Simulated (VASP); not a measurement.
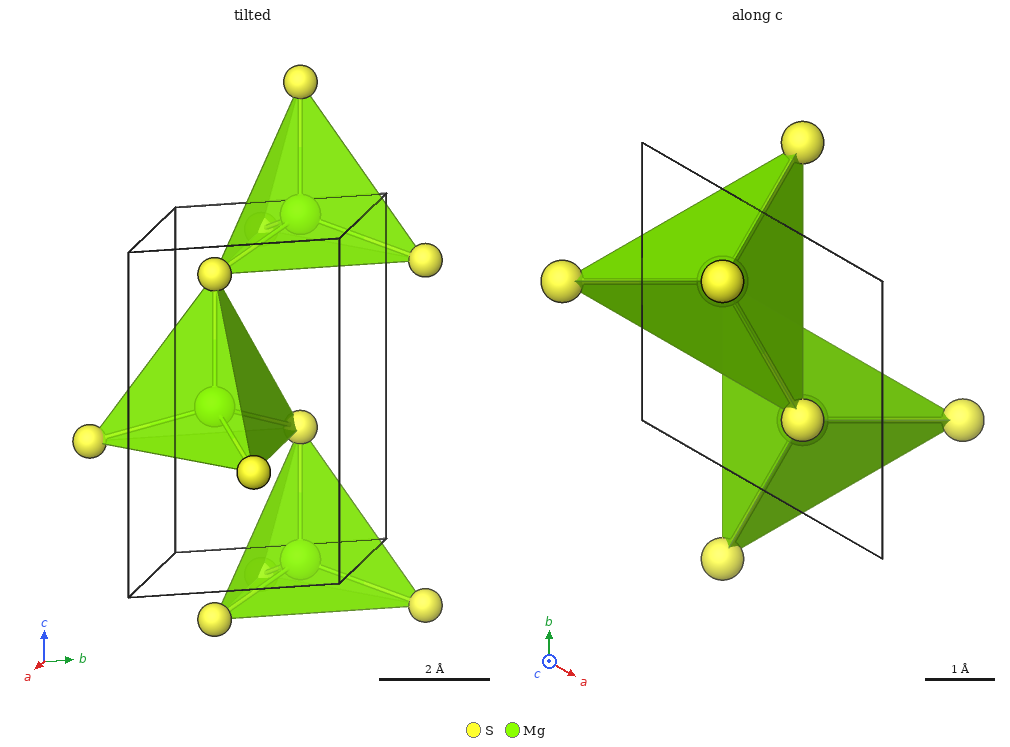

MgS, wurtzite, space group P6₃mc (No. 186), a = 4.035 Å, b = 4.035 Å, c = 6.432 Å, α = 90.00°, β = 90.00°, γ = 120.00°. An orthographic polyhedral view of the structure, slightly off an axis and along the c axis. The box is the conventional unit cell; atoms on or close to its faces, edges and corners are drawn wherever they repeat. A few atoms beyond the faces are included. The cell is a structure listed in the Materials Project. It needn't be the stable form of this composition.

One fixed geometry was run with a growing share of exact exchange in a hybrid functional. Alike in all runs: VASP 6.6.1; functional HSE(alpha, omega); VASP's PAW PBE potentials, release 64 (S, Mg); cutoff 520 eV; k mesh 4 × 4 × 2 on the run's cell of 4 atoms; occupations fermi-dirac, width 0.05 eV; no spin polarisation; no spin-orbit coupling.

| share of exact exchange | gap (eV) | pressure (GPa) |
| --- | --- | --- |
| 0.05 | 3.64 | 0.7 |
| 0.10 | 3.86 | 0.5 |
| 0.15 | 4.07 | 0.3 |
| 0.20 | ? | ? |
| 0.25 | 4.51 | -0.1 |
| 0.30 | 4.73 | -0.3 |
| 0.40 | 5.18 | -0.7 |
| 0.50 | 5.63 | -1.2 |

Fit a straight line to the gaps given and fill in the missing row.

The line is gap = 3.41 eV + 4.42 eV × share, which gives 4.30 eV at 0.20. The run gave 4.29 eV and a pressure of 0.1 GPa.

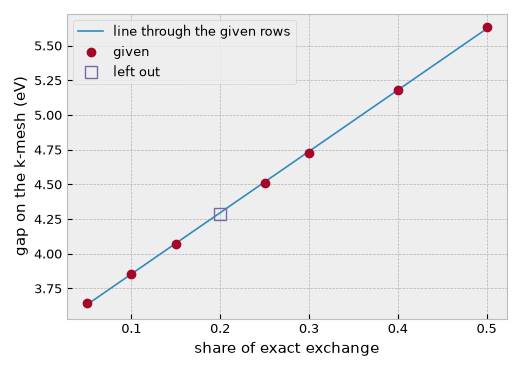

Gap against the share of exact exchange. Gaps are the least found on the k-mesh, which can miss the band edges.

Caveat: the k mesh is coarse (spacing up to 0.49 Å⁻¹), so the values aren't converged, least of all with exact exchange; the PAW data sets were made with another functional, which shifts forces and pressure a little.
